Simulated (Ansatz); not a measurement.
Single-point calculation of Co

System: Co (P6₃/mmc, 2 atoms in the cell).
Method: DFT PBE, scalar-relativistic, plane waves, PAW, spin-polarised (Ansatz 0.2.0).

The structure derives from an entry of the Crystallography Open Database. Figures and captions count atoms from 1; the log counts them from 0 in places.

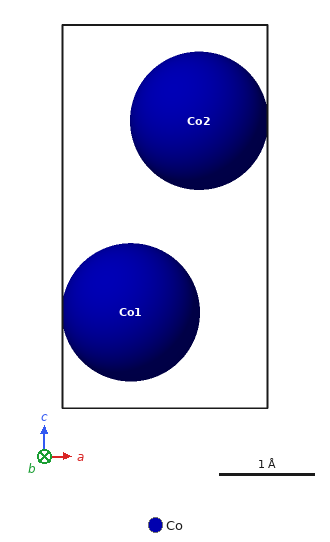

Figure 1. The structure (spheres-only view of the cell of the calculation, along the b axis; atoms are numbered from 1 in the order of the input). An atom can appear more than once, as a periodic image.

The input
```yaml
crystal:
  lattice:
    - [2.4922474725, 0.0, 0.0]
    - [-1.2461237362, 2.1583496237, 0.0]
    - [0.0, 0.0, 4.0333870802]
  atoms:
    - { symbol: Co, position: [0.3333333333, 0.6666666667, 0.25], spin: 1.84 }
    - { symbol: Co, position: [0.6666666667, 0.3333333333, 0.75], spin: 1.84 }
basis:
  ecutwfc: 420
kpoints:
  mp_grid: { grid: [30, 30, 16] }
hamiltonian:
  xc: pbe
scf:
  occupations: { method: gaussian, width: 0.15 }
output:
  forces: true
  stress: true
  eigenvalues: true
  populations: true
  write_density: true
  write_potential: true
  elf: true
  volumetric_format: npy
magnetization:
  spin_polarized: true
```

Launched with:
```bash
ansatz run input.yaml --threads 2 --pin off --max-ram 5120MiB --backend cpu --events-out ev --progress --plain --runs-dir out
```

What the program printed
```
Engine: ansatz 0.2.0, x86_64-unknown-linux-gnu
Pseudopotentials: kind: paw
Pseudopotential: Co, paw, valence charge 17, recommended cutoff 420 eV (normal), Co.paw.azcp
Functional definition: PBE
  parameter kappa = 0.804
  parameter beta = 0.06672455060314922
  exchange = pbe_x(kappa = kappa, mu = beta*pi^2/3)
  correlation = pbe_c(beta = beta)
Crystal: 2 atoms, lattice volume = 21.696 Å³
Basis set: ecut = 420 eV, 403 PW (Γ), exchange–correlation on 36×36×54 points (8 copies of the dense FFT grid, shifted against one another)
Bands: 23, of which v1, the nominal top of the filled ones, is band 17 counted from 1 (16 counted from 0)
Symmetry: 24 space group operations
Space group: P63/mmc (ITA 194), of the structure as read, at distance tolerance 2.8e-5 Å
Magnetic group: BNS 194.263 (UNI 1493), of the structure as read, at distance tolerance 2.8e-5 Å
k-points: 819 of 14400
Non-local potential: Co, projectors of the file, l = 0: 3, l = 1: 2, l = 2: 3, l = 3: 1
PAW form: soft (Blöchl's): semilocal exchange-correlation on the pseudo side does not see the compensation charge
PAW one-centre angular grid: Co, 590 points (default); XC on 64 Gauss nodes
Initial density: superposition of atomic densities (chi_scale 0.1, normalization cell)
Starting moments: Σ|m| = 3.68 μB on 2 of 2 sites
Initial wavefunctions: pseudopotential atomic-orbital guess
Functional: x = pbe(κ = 0.804, μ = 0.2195149727645171), c = pbe(β = 0.06672455060314922)
SCF iter   1: F=—  HF=-10251.684601 eV  |F-HF|=—  |Δ(HF+E_count)|=         —  Δρ=9.55e-2 (↑4.14e-2 ↓9.55e-2)  dr2=2.33e0  dr2_m=1.57e-1  M=3.409 μB ∫|m|=3.553 μB  β_m=0.30  ethr=3.10e-3  ⟨swp⟩=4.7  Hψ=136653  notcnv=0
Mixer restart at iter 1: flushing history
preconditioner: auto → none  [metal: Δε(μ)=0.001 eV  Ē_g=9.112 eV  σ=0.150 eV  W_gap=0.00  n_scr=8 (ndim 8)  ℏωp=33.8 eV  f_vac=0.000  D(μ)=1.73/eV (n_scr^D=22)  sad-step TF]
SCF iter   2: F=—  HF=-10250.975584 eV  |F-HF|=—  |Δ(HF+E_count)|=   7.09e-1  Δρ=4.08e-2 (↑1.64e-2 ↓4.08e-2)  dr2=1.57e-1  dr2_m=1.46e-1  M=3.433 μB ∫|m|=3.625 μB  β_m=0.36  ethr=3.10e-3  ⟨swp⟩=2.7  Hψ=70206  notcnv=0  defer=2030
SCF iter   3: F=—  HF=-10251.569202 eV  |F-HF|=—  |Δ(HF+E_count)|=   5.94e-1  Δρ=2.07e-2 (↑2.07e-2 ↓9.40e-3)  dr2=1.45e-2  dr2_m=4.08e-2  M=3.371 μB ∫|m|=3.612 μB  β_m=0.55  ethr=4.61e-4  ⟨swp⟩=1.9  Hψ=46601  notcnv=0  defer=2031
SCF iter   4: F=—  HF=-10252.135304 eV  |F-HF|=—  |Δ(HF+E_count)|=   5.66e-1  Δρ=1.62e-2 (↑1.62e-2 ↓8.98e-3)  dr2=7.42e-2  dr2_m=3.93e-3  M=3.291 μB ∫|m|=3.579 μB  β_m=0.77  ethr=4.26e-5  ⟨swp⟩=2.0  Hψ=73289  notcnv=0  defer=2031
SCF iter   5: F=—  HF=-10252.308616 eV  |F-HF|=—  |Δ(HF+E_count)|=   1.73e-1  Δρ=1.36e-3 (↑1.36e-3 ↓9.26e-4)  dr2=1.33e-4  dr2_m=2.29e-4  M=3.228 μB ∫|m|=3.548 μB  β_m=0.89  ethr=4.26e-5  ⟨swp⟩=2.0  Hψ=74239  notcnv=0  defer=2032
SCF iter   6: F=—  HF=-10252.313505 eV  |F-HF|=—  |Δ(HF+E_count)|=   4.89e-3  Δρ=3.38e-4 (↑3.11e-4 ↓3.38e-4)  dr2=5.57e-5  dr2_m=4.67e-6  M=3.217 μB ∫|m|=3.547 μB  β_m=0.94  ethr=3.92e-7  ⟨swp⟩=2.1  Hψ=75710  notcnv=0  defer=1812
SCF iter   7: F=—  HF=-10252.313652 eV  |F-HF|=—  |Δ(HF+E_count)|=   1.46e-4  Δρ=9.89e-5 (↑8.28e-5 ↓9.89e-5)  dr2=4.04e-6  dr2_m=7.90e-8  M=3.215 μB ∫|m|=3.547 μB  β_m=0.91  ethr=1.64e-7  ⟨swp⟩=2.0  Hψ=51983  notcnv=0  defer=1812
SCF iter   8: F=—  HF=-10252.313653 eV  |F-HF|=—  |Δ(HF+E_count)|=   8.22e-7  Δρ=1.23e-5 (↑1.35e-6 ↓1.23e-5)  dr2=2.02e-8  dr2_m=6.59e-9  M=3.215 μB ∫|m|=3.547 μB  β_m=0.87  ethr=1.19e-8  ⟨swp⟩=2.2  Hψ=58267  notcnv=0  defer=1812
SCF iter   9: F=-10252.313653 eV  HF=-10252.313653 eV  |F-HF|=2.62e-8  |Δ(HF+E_count)|=   1.40e-8  Δρ=1.08e-5 (↑5.90e-6 ↓1.08e-5)  dr2=3.39e-8  dr2_m=1.26e-9  M=3.215 μB ∫|m|=3.547 μB  ethr=5.93e-11  ⟨swp⟩=7.7  Hψ=209379  notcnv=0
SCF 1 converged in 9 iterations: F = -10252.313653 eV  dr2 = 3.39e-8
  greatest PAW one-centre occupation: 1.001 electrons in one spin orbital (limit 2), on the Co atom at site 1 (counted from 0), in its partial waves of l = 1
```

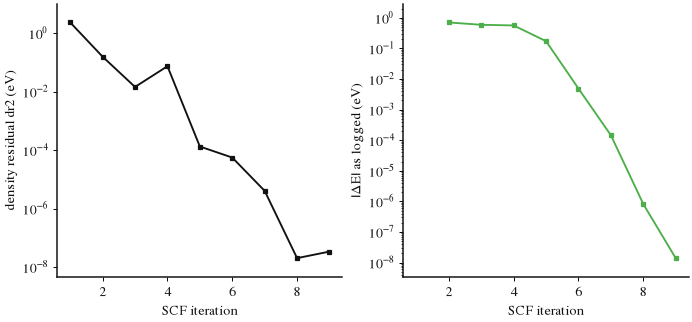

Figure 2. Convergence of the self-consistent field: density residual dr2 and size of the energy change against the SCF iteration. The residual comes down, with one marked jump up, by a factor of about 5, at step 4.

```
SCF converged after 9 iterations
Magnetization: 3.2147 μB (18.6074 up, 15.3926 down)
Absolute magnetization: 3.5480 μB (∫|ρ↑−ρ↓|, with the PAW one-centre terms)
Spin contamination: 0.0566 ħ² per cell (⟨S²⟩ above its minimum at these occupations)
Per-site moments (μB) at R_I (Å): [(1.6837686564893688, 1.0219253822796417), (1.683768656489369, 1.0219253822796417)]
Free energy (F): -10252.313653 eV
Harris-Foulkes:  -10252.313653 eV  (|F-HF|=2.62e-8)
Internal energy: -10252.293674 eV  (E = F + TS)
E sigma→0 (E₀):  -10252.303663 eV
Entropy (-TS):   -0.019979 eV (-9.989 meV/atom)
Fermi energy:    18.698458 eV
--- Per-component energies (eV) ---
  E_band       = -487.709451
  E_kinetic    = 907.300508
  E_local      = -5664.435021  (includes V_loc(G=0)·N_el)
  E_nonlocal   = 908.199342
  E_hartree    = 2374.289445
  E_xc         = -318.035229
  E_vxc        = -410.406922  (∫ρ·V_xc dr)
  E_paw        = -3030.263735  (= ΣΔE_a)
  E_vpaw       = -976.964518  (= ΣTr[D̂ρ^β])
  E_aug_tail   = 0.000161  (compensation charges beyond the density's cutoff)
  E_ewald      = -5429.349144
  E_smearing   = -0.019979  (= −TS)
  E_closure    = -0.000000  (closes the sum)
  Σ components = -10252.313653   (vs F -10252.313653, Δ=0.00e0)
--- Forces (eV/Å), atoms counted from 1 ---
  atom   1  Co    -0.00000000     0.00000000     0.00000000
  atom   2  Co     0.00000000    -0.00000000     0.00000000
  max |Σ_I F_I| component: 0.00e0 eV/Å
--- Stress (GPa, compression-positive) ---
        0.226352       0.000000       0.000000
        0.000000       0.226352       0.000000
        0.000000       0.000000       0.077095
  P = ⅓ Tr σ = 0.1766 GPa (1.766 kbar)
--- Band table (eV; the first three rows and the last of 1638) ---
  k-point 0 ↑: bands = ["-77.3675", "-77.3105", "-40.7659", "-40.4832", "-40.4832", "-40.4363", "-40.4354", "-40.4354", "9.6751", "13.5138", "16.0730", "16.0973", "16.0973", "16.4123", "16.4123", "16.7626", "16.7626", "17.8730", "17.8730", "18.5135", "24.9889", "40.4784", "42.8861"]
  k-point 1 ↑: bands = ["-77.3669", "-77.3111", "-40.7627", "-40.4828", "-40.4828", "-40.4396", "-40.4359", "-40.4359", "9.7147", "13.5061", "16.0625", "16.0851", "16.0851", "16.4012", "16.4012", "16.7891", "16.7891", "17.8711", "17.8711", "18.3441", "25.2354", "40.4661", "42.9212"]
  k-point 2 ↑: bands = ["-77.3654", "-77.3127", "-40.7535", "-40.4814", "-40.4814", "-40.4491", "-40.4373", "-40.4373", "9.8328", "13.4785", "16.0319", "16.0552", "16.0552", "16.3691", "16.3691", "16.8610", "16.8610", "17.8646", "17.8646", "17.9094", "25.9052", "40.4196", "42.5623"]
  k-point 818 ↓: bands = ["-75.2371", "-75.2371", "-38.6949", "-38.6949", "-38.6219", "-38.6219", "-38.4766", "-38.4766", "16.0791", "16.0791", "16.1554", "16.1554", "16.9311", "16.9311", "18.5250", "18.5250", "19.8023", "19.8023", "24.9817", "24.9817", "26.6779", "26.6779", "28.8449"]
--- Löwdin populations: 2 sites ---
  site symbol       q [e]    m [muB]
     0     Co     16.7808     1.6728
     1     Co     16.7808     1.6728
  spilling = 0.012896 (of n_electrons = 34.000000)
```

File populations.tsv
```
# site	symbol	l	j	q_up	q_dn
# orbitals = lowdin
# n_electrons = 34.000000
# spilling = 0.012896
0	Co	0_3S	-	0.993644	0.993962
0	Co	0_4S	-	0.458176	0.497232
0	Co	1_3P	-	2.998774	2.998731
0	Co	2_3D	-	4.776175	3.064077
1	Co	0_3S	-	0.993644	0.993962
1	Co	0_4S	-	0.458176	0.497232
1	Co	1_3P	-	2.998774	2.998731
1	Co	2_3D	-	4.776175	3.064077
```

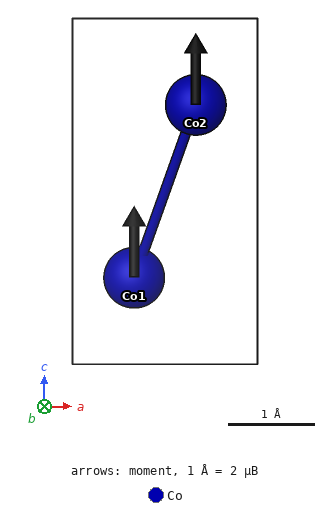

Figure 3. Magnetic moments of the sites as black arrows (ball-and-stick view of the cell of the calculation, along the b axis; atoms are numbered from 1 in the order of the input); small moments hardly show. The run is collinear, so the axis drawn is arbitrary. Site moments: Co1, Co2 (1.68 μB). They are counted near the atoms and needn't add up to the moment of the cell.

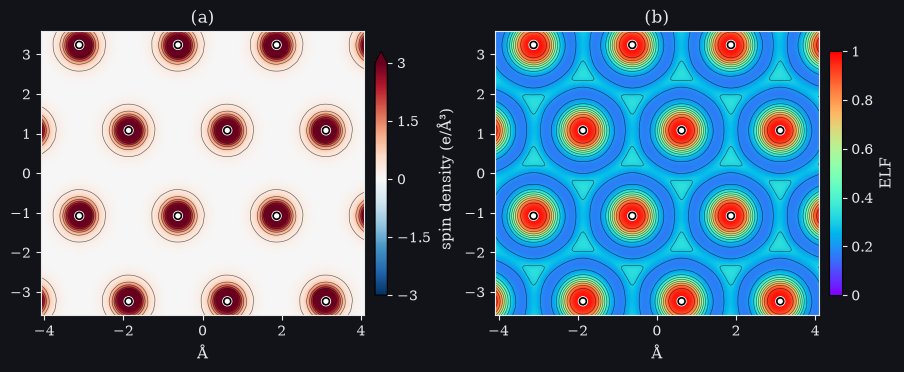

Figure 4. (a) spin density; (b) electron localisation function on the (001) plane of the conventional cell. Circles mark the nuclei in the plane (Co). Atoms in the plane: Co. Co–Co (2.49 Å): the ELF is about 0.25 at the midpoint (no shared electron pair). The strong features right at Co lie inside the PAW spheres (semicore, d or f shells) and say nothing about bonding. The cell of the calculation (2 atoms) carries 3.2 μB net. In a PAW calculation such maps are meaningful between the atoms, not at the nuclei.

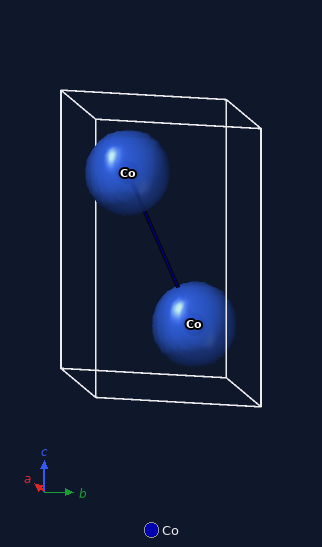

Figure 5. Isosurfaces of the spin density at +0.4 (blue) and −0.4 e/Å³ (red), seen at an oblique angle. Sticks mark near contacts. The outline is the cell set on symmetry axes. The cell of the calculation (2 atoms) carries 3.2 μB net. Only one sign reaches the isovalue.

Summary

- outcome: converged
- space group (tolerance 0.01 Å): P6₃/mmc (194)
- electrons treated: 34
- free energy: −10252.3137 eV
- Fermi energy: 18.698 eV
- gap on the k-point mesh: none (metallic)
- net moment of the cell: 3.21 μB
- integrated absolute moment: 3.55 μB
- pressure: 0.18 GPa
- largest force (length of the vector): under 0.001 eV/Å
- hardware: 2 threads of Intel Xeon @ 2.50GHz (Skylake/Cascade Lake), 189 GiB of memory available, shared host
- wall time: 96 s (CPU time 2.9 min)
- peak memory: 0.88 GiB
